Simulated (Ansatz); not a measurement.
# Run report: SnS$_{2}$, geometry relaxation (part 1 of 2)

SnS$_{2}$ (3 atoms in the cell), computed with DFT PBE, scalar-relativistic, plane waves, PAW, no spin polarisation (Ansatz 0.2.0).

The structure derives from an entry of the Crystallography Open Database.

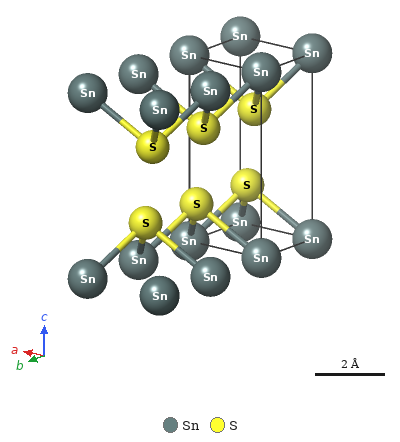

*The input geometry (ball-and-stick view of the cell of the calculation, repeated 1 × 3 × 1, seen at an oblique angle). An atom can appear more than once, as a periodic image.*

Near neighbours in the periodic cell (some may lie outside the picture): Sn has 6 S at 2.53 Å; S has 3 Sn at 2.53 Å.

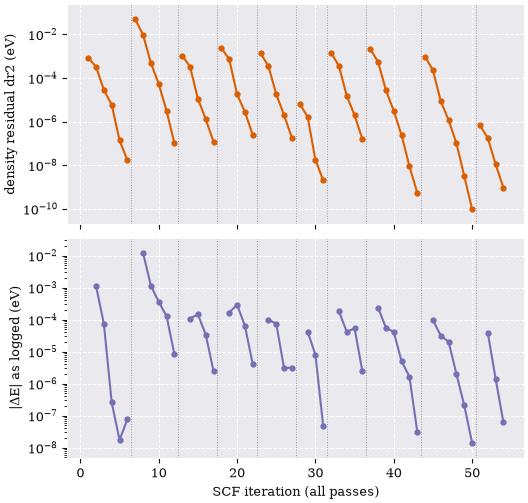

*Convergence of the self-consistent field: density residual dr2 and size of the energy change against the SCF iteration. The dotted lines part the SCF passes of the relaxation: geometry steps, rejected trials and re-solves on a re-selected basis.*

The 10 passes take 4 to 7 iterations each, 54 in all.

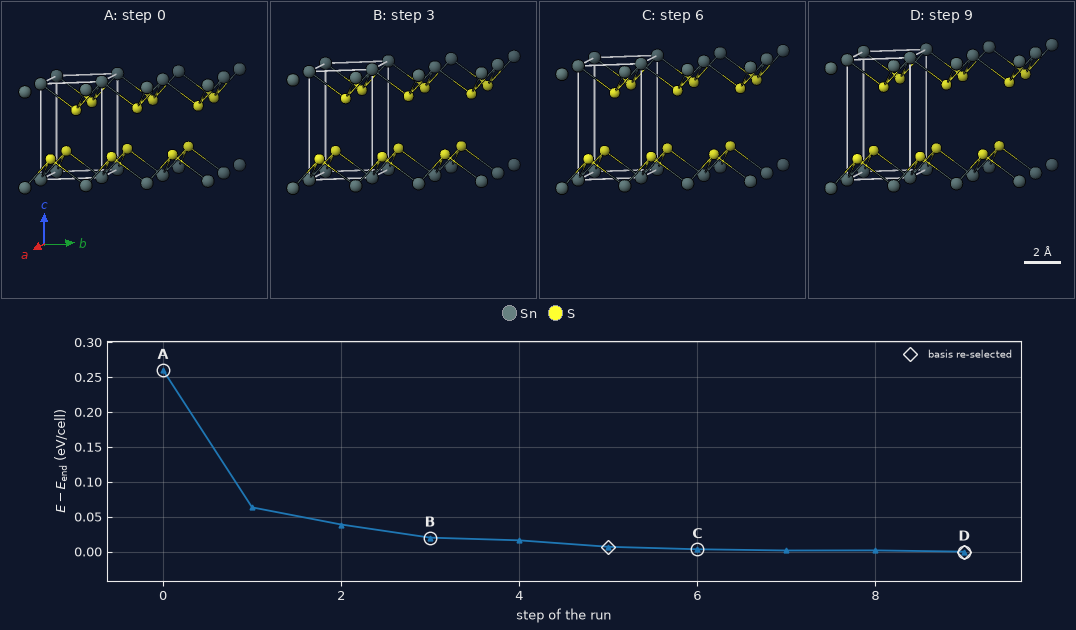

*Frames of the relaxation (ball-and-stick view of the cell of the calculation, repeated 2 × 3 × 1, seen slightly off an axis) above the curves, on which the letters mark them (the first geometry is step 0 here and step 1 in the log).*

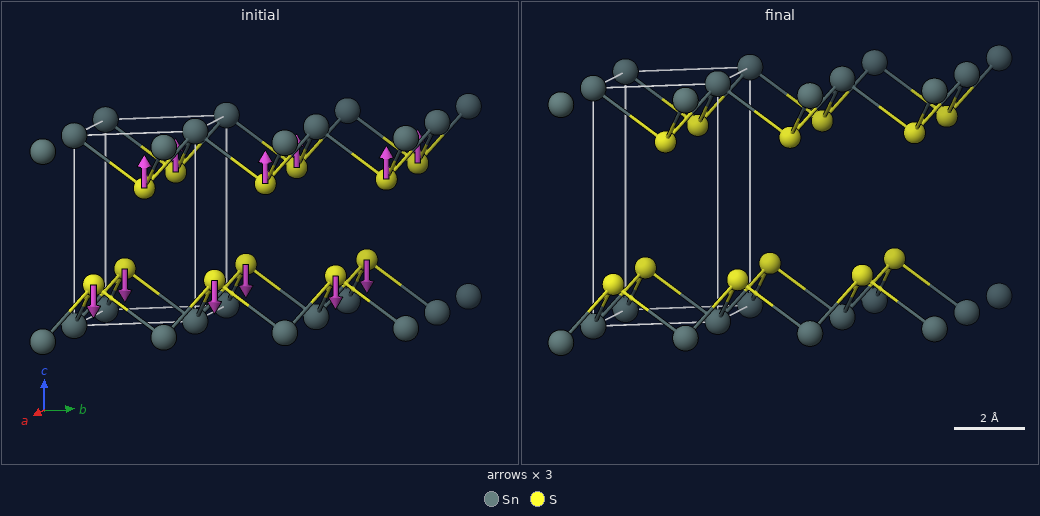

*Before (left) and after (right) the relaxation, at one scale (ball-and-stick view of the cell of the calculation, repeated 2 × 3 × 1, seen slightly off an axis). The pink arrows give the displacements (without the part carried along by the change of the cell), magnified 3 times.*

The energy falls by 0.258 eV per cell of the calculation in 7 geometry steps. Largest force component: 0.45 eV/Å at the start, 0.048 eV/Å at the end. The pressure goes from 9.24 to −0.12 GPa. 1 further SCF at an unchanged geometry re-selected the plane-wave basis for the new cell. The largest moves relative to the cell, 0.33 Å, are those of S2 and S3. Sn stays in place. The volume changes by +32.6 %, with a = b 3.598 → 3.703 Å (+2.9 %), c 5.494 → 6.878 Å (+25.2 %). Among the contacts that change: Sn1–S2 2.533 → 2.601 Å. The space group stays P-3m1 (No. 164). The energy change given includes the shifts at the re-selections in mid-walk, which come without any move. A last SCF at the same geometry on a re-selected plane-wave basis shifts the energy by −1.8 meV per cell of the calculation. (Atoms are counted from 1 in the order of the input.)

These pictures come from the run below.

**The input**
```yaml
crystal:
  lattice:
    - [3.5983003419, 0.0, 0.0]
    - [-1.7991501709, 3.1162195065, 0.0]
    - [0.0, 0.0, 5.494]
  atoms:
    - { symbol: Sn, position: [0.0, 0.0, 0.0] }
    - { symbol: S, position: [0.6666666667, 0.3333333333, 0.2639] }
    - { symbol: S, position: [0.3333333333, 0.6666666667, 0.7361] }
basis:
  ecutwfc: 420
kpoints:
  mp_grid: { grid: [6, 6, 4] }
hamiltonian:
  xc: pbe
scf:
  occupations: { method: gaussian, width: 0.1 }
output:
  forces: true
  stress: true
  eigenvalues: true
relax:
  adjacent_minimum: "off"
  f_tol: 0.05
  max_steps: 80
  cell: { stress_tol: 0.5 }
```

Command:
```bash
ansatz run input.yaml --threads 1 --pin off --max-ram 2560MiB --backend cpu --events-out ev --progress --plain --runs-dir out
```

**The program's output**
```
Engine: ansatz 0.2.0, x86_64-unknown-linux-gnu
Pseudopotentials: kind: paw
Pseudopotential: Sn, paw, valence charge 14, recommended cutoff 420 eV (normal), Sn.paw.azcp
Pseudopotential: S, paw, valence charge 6, recommended cutoff 420 eV (normal), S.paw.azcp
Functional definition: PBE
  parameter kappa = 0.804
  parameter beta = 0.06672455060314922
  exchange = pbe_x(kappa = kappa, mu = beta*pi^2/3)
  correlation = pbe_c(beta = beta)
Crystal: 3 atoms, lattice volume = 61.605 Å³
Basis set: ecut = 420 eV, 1183 PW (Γ), exchange–correlation on 50×50×80 points (8 copies of the dense FFT grid, shifted against one another)
Bands: 17, of which v1, the nominal top of the filled ones, is band 13 counted from 1 (12 counted from 0)
Symmetry: 12 space group operations
Space group: P-3m1 (ITA 164), of the structure as read, at distance tolerance 3.9e-5 Å
k-points: 24 of 144
Non-local potential: Sn, projectors of the file, l = 0: 2, l = 1: 2, l = 2: 2, l = 3: 2
Non-local potential: S, projectors of the file, l = 0: 2, l = 1: 2, l = 2: 2
PAW form: soft (Blöchl's): semilocal exchange-correlation on the pseudo side does not see the compensation charge
PAW one-centre angular grid: Sn, 590 points (default); XC on 64 Gauss nodes
PAW one-centre angular grid: S, 110 points (default); XC on 64 Gauss nodes
Initial density: superposition of atomic densities (neutral atoms: chi_scale 0, normalization atom), corrected by the library's trained network
Initial wavefunctions: pseudopotential atomic-orbital guess
Functional: x = pbe(κ = 0.804, μ = 0.2195149727645171), c = pbe(β = 0.06672455060314922)
SCF iter   1: F=—  HF=-7829.220218 eV  |F-HF|=—  |Δ(HF+E_count)|=         —  Δρ=1.25e-3  dr2=8.69e-4  ethr=1.77e-3  ⟨swp⟩=6.0  Hψ=2306  notcnv=0
preconditioner: auto → Resta (q_TF=auto, 2.363 Å⁻¹)  ε∞=3.2  [insulator: Δε(μ)=1.210 eV  Ē_g=16.321 eV  σ=0.100 eV  W_gap=1.00  n_scr=22 (ndim 8)  ℏωp=24.1 eV  f_vac=0.008  D(μ)=0.00/eV (n_scr^D=0)  ε∞_Penn≈3.2]
SCF iter   2: F=—  HF=-7829.219077 eV  |F-HF|=—  |Δ(HF+E_count)|=   1.14e-3  Δρ=7.10e-4  dr2=3.25e-4  ethr=3.34e-6  ⟨swp⟩=2.0  Hψ=908  notcnv=0
SCF iter   3: F=—  HF=-7829.219151 eV  |F-HF|=—  |Δ(HF+E_count)|=   7.37e-5  Δρ=2.78e-4  dr2=2.82e-5  ethr=1.25e-6  ⟨swp⟩=2.0  Hψ=720  notcnv=0
SCF iter   4: F=—  HF=-7829.219151 eV  |F-HF|=—  |Δ(HF+E_count)|=   2.59e-7  Δρ=1.28e-4  dr2=5.89e-6  ethr=1.08e-7  ⟨swp⟩=2.5  Hψ=658  notcnv=0
SCF iter   5: F=—  HF=-7829.219151 eV  |F-HF|=—  |Δ(HF+E_count)|=   1.74e-8  Δρ=1.65e-5  dr2=1.39e-7  ethr=2.26e-8  ⟨swp⟩=2.0  Hψ=695  notcnv=0
SCF iter   6: F=-7829.219151 eV  HF=-7829.219151 eV  |F-HF|=4.61e-10  |Δ(HF+E_count)|=   7.78e-8  Δρ=5.19e-6  dr2=1.70e-8  ethr=3.85e-10  ⟨swp⟩=5.9  Hψ=1903  notcnv=0
SCF 1 converged in 6 iterations: F = -7829.219151 eV  dr2 = 1.70e-8
  greatest PAW one-centre occupation: 0.993 electrons in one spin orbital (limit 2), on the Sn atom at site 0 (counted from 0), in its partial waves of l = 2
relax step   1: F+E_penalty+E_count = -7829.21915083 eV  Δ(F+E_penalty+E_count) = +0.000e0 eV  max|allowed force component| = 4.487e-1 eV/Å  Δτ_max = 0.0000 Å  P = +9.238 GPa  Ω = 61.605 Å³  (6 SCF iters, dr2 threshold 1.00e-7 eV, accepted)
Crystal: 3 atoms, lattice volume = 70.012 Å³
Basis set: ecut = 420 eV, 1399 PW (Γ), exchange–correlation on 50×50×80 points (8 copies of the dense FFT grid, shifted against one another)
Initial density: handed on by an earlier stage of this run
Initial wavefunctions: those handed on with the density
iter 1 solved again at ethr=1.91e-4 eV; its pass at ethr=3.10e-3 eV (dr2=4.96e-2 eV) is discarded
SCF iter   1: F=—  HF=-7829.428901 eV  |F-HF|=—  |Δ(HF+E_count)|=         —  Δρ=6.91e-3  dr2=4.93e-2  ethr=1.91e-4  ⟨swp⟩=1.2  Hψ=2983  notcnv=0
preconditioner: auto → Resta (q_TF=auto, 2.313 Å⁻¹)  ε∞=3.0  [insulator: Δε(μ)=1.162 eV  Ē_g=15.854 eV  σ=0.100 eV  W_gap=1.00  n_scr=22 (ndim 8)  ℏωp=22.6 eV  f_vac=0.030  D(μ)=0.00/eV (n_scr^D=0)  ε∞_Penn≈3.0]
SCF iter   2: F=—  HF=-7829.416656 eV  |F-HF|=—  |Δ(HF+E_count)|=   1.22e-2  Δρ=3.23e-3  dr2=9.69e-3  ethr=1.90e-4  ⟨swp⟩=2.2  Hψ=500  notcnv=0
SCF iter   3: F=—  HF=-7829.415495 eV  |F-HF|=—  |Δ(HF+E_count)|=   1.16e-3  Δρ=7.15e-4  dr2=4.88e-4  ethr=3.73e-5  ⟨swp⟩=2.1  Hψ=550  notcnv=0
SCF iter   4: F=—  HF=-7829.415858 eV  |F-HF|=—  |Δ(HF+E_count)|=   3.62e-4  Δρ=2.25e-4  dr2=5.35e-5  ethr=1.88e-6  ⟨swp⟩=2.1  Hψ=596  notcnv=0
SCF iter   5: F=—  HF=-7829.415986 eV  |F-HF|=—  |Δ(HF+E_count)|=   1.29e-4  Δρ=6.09e-5  dr2=3.13e-6  ethr=2.06e-7  ⟨swp⟩=2.1  Hψ=607  notcnv=0
SCF iter   6: F=-7829.415995 eV  HF=-7829.415995 eV  |F-HF|=4.00e-7  |Δ(HF+E_count)|=   8.45e-6  Δρ=1.00e-5  dr2=1.01e-7  ethr=1.15e-9  ⟨swp⟩=7.2  Hψ=2179  notcnv=0
SCF 2 converged in 6 iterations: F = -7829.415995 eV  dr2 = 1.01e-7
relax step   2: F+E_penalty+E_count = -7829.41599509 eV  Δ(F+E_penalty+E_count) = -1.968e-1 eV  max|allowed force component| = 1.064e-2 eV/Å  Δτ_max = 0.0667 Å  P = +0.364 GPa  Ω = 70.012 Å³  energy of the carried Pulay correction = -2.608e-3 eV  (6 SCF iters, dr2 threshold 3.00e-7 eV, accepted)
Crystal: 3 atoms, lattice volume = 71.541 Å³
Basis set: ecut = 420 eV, 1387 PW (Γ), exchange–correlation on 50×50×80 points (8 copies of the dense FFT grid, shifted against one another)
iter 1 solved again at ethr=4.08e-6 eV; its pass at ethr=3.10e-3 eV (dr2=1.06e-3 eV) is discarded
SCF iter   1: F=—  HF=-7829.440279 eV  |F-HF|=—  |Δ(HF+E_count)|=         —  Δρ=1.79e-3  dr2=1.07e-3  ethr=4.08e-6  ⟨swp⟩=2.4  Hψ=3032  notcnv=0
preconditioner: auto → Resta (q_TF=auto, 2.305 Å⁻¹)  ε∞=3.0  [insulator: Δε(μ)=1.306 eV  Ē_g=15.910 eV  σ=0.100 eV  W_gap=1.00  n_scr=22 (ndim 8)  ℏωp=22.4 eV  f_vac=0.031  D(μ)=0.00/eV (n_scr^D=0)  ε∞_Penn≈3.0]
SCF iter   2: F=—  HF=-7829.440388 eV  |F-HF|=—  |Δ(HF+E_count)|=   1.08e-4  Δρ=9.79e-4  dr2=3.26e-4  ethr=4.08e-6  ⟨swp⟩=1.0  Hψ=408  notcnv=0
SCF iter   3: F=—  HF=-7829.440535 eV  |F-HF|=—  |Δ(HF+E_count)|=   1.47e-4  Δρ=9.80e-5  dr2=1.12e-5  ethr=1.25e-6  ⟨swp⟩=2.5  Hψ=567  notcnv=0
SCF iter   4: F=—  HF=-7829.440569 eV  |F-HF|=—  |Δ(HF+E_count)|=   3.42e-5  Δρ=3.69e-5  dr2=1.30e-6  ethr=4.31e-8  ⟨swp⟩=2.0  Hψ=675  notcnv=0
SCF iter   5: F=-7829.440572 eV  HF=-7829.440571 eV  |F-HF|=2.20e-7  |Δ(HF+E_count)|=   2.45e-6  Δρ=1.08e-5  dr2=1.18e-7  ethr=1.15e-9  ⟨swp⟩=6.6  Hψ=2033  notcnv=0
SCF 3 converged in 5 iterations: F = -7829.440572 eV  dr2 = 1.18e-7
relax step   3: F+E_penalty+E_count = -7829.44057171 eV  Δ(F+E_penalty+E_count) = -2.458e-2 eV  max|allowed force component| = 7.011e-3 eV/Å  Δτ_max = 0.0326 Å  P = +0.311 GPa  Ω = 71.541 Å³  energy of the carried Pulay correction = -3.047e-3 eV  (5 SCF iters, dr2 threshold 3.00e-7 eV, accepted)
Crystal: 3 atoms, lattice volume = 73.871 Å³
Basis set: ecut = 420 eV, 1449 PW (Γ), exchange–correlation on 50×50×80 points (8 copies of the dense FFT grid, shifted against one another)
iter 1 solved again at ethr=9.52e-6 eV; its pass at ethr=3.10e-3 eV (dr2=2.48e-3 eV) is discarded
SCF iter   1: F=—  HF=-7829.458862 eV  |F-HF|=—  |Δ(HF+E_count)|=         —  Δρ=2.62e-3  dr2=2.42e-3  ethr=9.52e-6  ⟨swp⟩=2.2  Hψ=2911  notcnv=0
preconditioner: auto → Resta (q_TF=auto, 2.292 Å⁻¹)  ε∞=2.9  [insulator: Δε(μ)=1.552 eV  Ē_g=15.920 eV  σ=0.100 eV  W_gap=1.00  n_scr=22 (ndim 8)  ℏωp=22.0 eV  f_vac=0.061  D(μ)=0.00/eV (n_scr^D=0)  ε∞_Penn≈2.9]
SCF iter   2: F=—  HF=-7829.459029 eV  |F-HF|=—  |Δ(HF+E_count)|=   1.67e-4  Δρ=1.42e-3  dr2=7.12e-4  ethr=9.32e-6  ⟨swp⟩=1.0  Hψ=408  notcnv=0
SCF iter   3: F=—  HF=-7829.459324 eV  |F-HF|=—  |Δ(HF+E_count)|=   2.95e-4  Δρ=1.35e-4  dr2=1.81e-5  ethr=2.74e-6  ⟨swp⟩=2.5  Hψ=590  notcnv=0
SCF iter   4: F=—  HF=-7829.459389 eV  |F-HF|=—  |Δ(HF+E_count)|=   6.45e-5  Δρ=5.13e-5  dr2=2.80e-6  ethr=6.95e-8  ⟨swp⟩=2.5  Hψ=677  notcnv=0
SCF iter   5: F=-7829.459393 eV  HF=-7829.459393 eV  |F-HF|=3.66e-7  |Δ(HF+E_count)|=   4.09e-6  Δρ=1.39e-5  dr2=2.46e-7  ethr=1.15e-9  ⟨swp⟩=4.1  Hψ=2136  notcnv=0
SCF 4 converged in 5 iterations: F = -7829.459393 eV  dr2 = 2.46e-7
relax step   4: F+E_penalty+E_count = -7829.45939321 eV  Δ(F+E_penalty+E_count) = -1.882e-2 eV  max|allowed force component| = 1.456e-2 eV/Å  Δτ_max = 0.0486 Å  P = +0.407 GPa  Ω = 73.871 Å³  energy of the carried Pulay correction = -3.697e-3 eV  (5 SCF iters, dr2 threshold 3.00e-7 eV, accepted)
Crystal: 3 atoms, lattice volume = 75.734 Å³
Basis set: ecut = 420 eV, 1485 PW (Γ), exchange–correlation on 50×50×80 points (8 copies of the dense FFT grid, shifted against one another)
iter 1 solved again at ethr=5.47e-6 eV; its pass at ethr=3.10e-3 eV (dr2=1.42e-3 eV) is discarded
SCF iter   1: F=—  HF=-7829.463262 eV  |F-HF|=—  |Δ(HF+E_count)|=         —  Δρ=1.74e-3  dr2=1.38e-3  ethr=5.47e-6  ⟨swp⟩=2.1  Hψ=2956  notcnv=0
preconditioner: auto → Resta (q_TF=auto, 2.283 Å⁻¹)  ε∞=2.9  [insulator: Δε(μ)=1.537 eV  Ē_g=15.917 eV  σ=0.100 eV  W_gap=1.00  n_scr=22 (ndim 8)  ℏωp=21.8 eV  f_vac=0.092  D(μ)=0.00/eV (n_scr^D=0)  ε∞_Penn≈2.9]
SCF iter   2: F=—  HF=-7829.463162 eV  |F-HF|=—  |Δ(HF+E_count)|=   9.94e-5  Δρ=9.05e-4  dr2=3.49e-4  ethr=5.32e-6  ⟨swp⟩=2.0  Hψ=547  notcnv=0
SCF iter   3: F=—  HF=-7829.463237 eV  |F-HF|=—  |Δ(HF+E_count)|=   7.52e-5  Δρ=1.29e-4  dr2=1.80e-5  ethr=1.34e-6  ⟨swp⟩=2.6  Hψ=591  notcnv=0
SCF iter   4: F=—  HF=-7829.463241 eV  |F-HF|=—  |Δ(HF+E_count)|=   3.06e-6  Δρ=4.09e-5  dr2=1.97e-6  ethr=6.93e-8  ⟨swp⟩=2.9  Hψ=709  notcnv=0
SCF iter   5: F=-7829.463244 eV  HF=-7829.463244 eV  |F-HF|=3.80e-7  |Δ(HF+E_count)|=   3.19e-6  Δρ=1.26e-5  dr2=1.80e-7  ethr=1.15e-9  ⟨swp⟩=6.8  Hψ=2010  notcnv=0
SCF 5 converged in 5 iterations: F = -7829.463244 eV  dr2 = 1.80e-7
relax step   5: F+E_penalty+E_count = -7829.46324408 eV  Δ(F+E_penalty+E_count) = -3.851e-3 eV  max|allowed force component| = 1.824e-2 eV/Å  Δτ_max = 0.0320 Å  P = +0.251 GPa  Ω = 75.734 Å³  energy of the carried Pulay correction = -4.201e-3 eV  (5 SCF iters, dr2 threshold 3.00e-7 eV, accepted)
Basis set: ecut = 420 eV, 1485 PW (Γ), exchange–correlation on 50×50×90 points (8 copies of the dense FFT grid, shifted against one another)
Initial wavefunctions: pseudopotential atomic-orbital guess (no wavefunctions were taken with the density)
iter 1 solved again at ethr=3.27e-7 eV; its pass at ethr=3.10e-3 eV (dr2=8.51e-5 eV) is discarded
SCF iter   1: F=—  HF=-7829.472519 eV  |F-HF|=—  |Δ(HF+E_count)|=         —  Δρ=2.41e-4  dr2=6.38e-6  ethr=3.27e-7  ⟨swp⟩=3.3  Hψ=3354  notcnv=0
preconditioner: auto → Resta (q_TF=auto, 2.283 Å⁻¹)  ε∞=2.9  [insulator: Δε(μ)=1.543 eV  Ē_g=15.925 eV  σ=0.100 eV  W_gap=1.00  n_scr=22 (ndim 8)  ℏωp=21.8 eV  f_vac=0.085  D(μ)=0.00/eV (n_scr^D=0)  ε∞_Penn≈2.9]
SCF iter   2: F=—  HF=-7829.472476 eV  |F-HF|=—  |Δ(HF+E_count)|=   4.26e-5  Δρ=1.28e-4  dr2=1.70e-6  ethr=2.45e-8  ⟨swp⟩=2.5  Hψ=638  notcnv=0
SCF iter   3: F=—  HF=-7829.472484 eV  |F-HF|=—  |Δ(HF+E_count)|=   8.08e-6  Δρ=7.72e-6  dr2=1.77e-8  ethr=6.56e-9  ⟨swp⟩=2.0  Hψ=600  notcnv=0
SCF iter   4: F=-7829.472484 eV  HF=-7829.472484 eV  |F-HF|=6.48e-9  |Δ(HF+E_count)|=   4.63e-8  Δρ=1.46e-6  dr2=2.00e-9  ethr=1.15e-11  ⟨swp⟩=6.6  Hψ=2064  notcnv=0
SCF 6 converged in 4 iterations: F = -7829.472484 eV  dr2 = 2.00e-9
```
